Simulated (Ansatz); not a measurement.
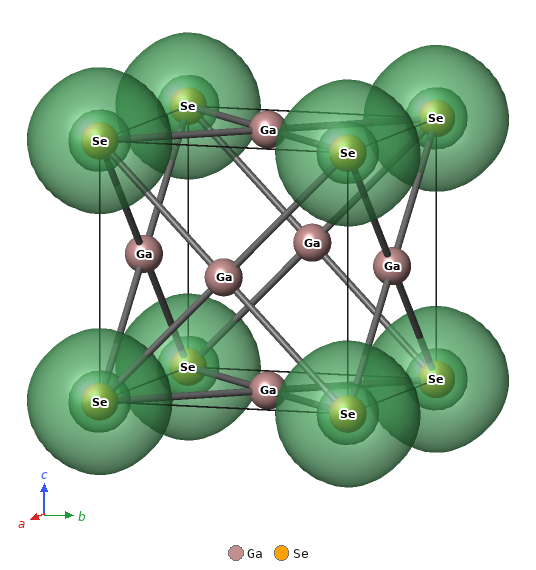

*Ga3Se. Isosurface of the ELF at 0.65 (green), seen slightly off an axis. Only the valence region is drawn (cores and ρ < 0.01 e/Å³ removed). Sticks mark near contacts.*

Space group Pm-3m; a structure from a database of computed crystals, not necessarily the ambient phase; changed on purpose from its base cell (strained and moved within a subgroup); computed pressure about −4 GPa in this cell; computed without spin polarisation.

Theory: Ansatz 0.2.0, DFT PBE, scalar-relativistic, plane waves, PAW.

In a PAW calculation such maps are meaningful between the atoms, not at the nuclei.

Where are the electrons localised?

The surface consists of one region wrapped around Se (its valence shell), counted in one cell of 4 atoms. Any copies at cell faces, edges or corners count once. Along the contacts the grid gives the following. Ga–Se (3.26 Å): the ELF is about 0.25 at the midpoint.

Metal or insulator at this level of theory?

It is gapless in this calculation (a metal or semimetal).
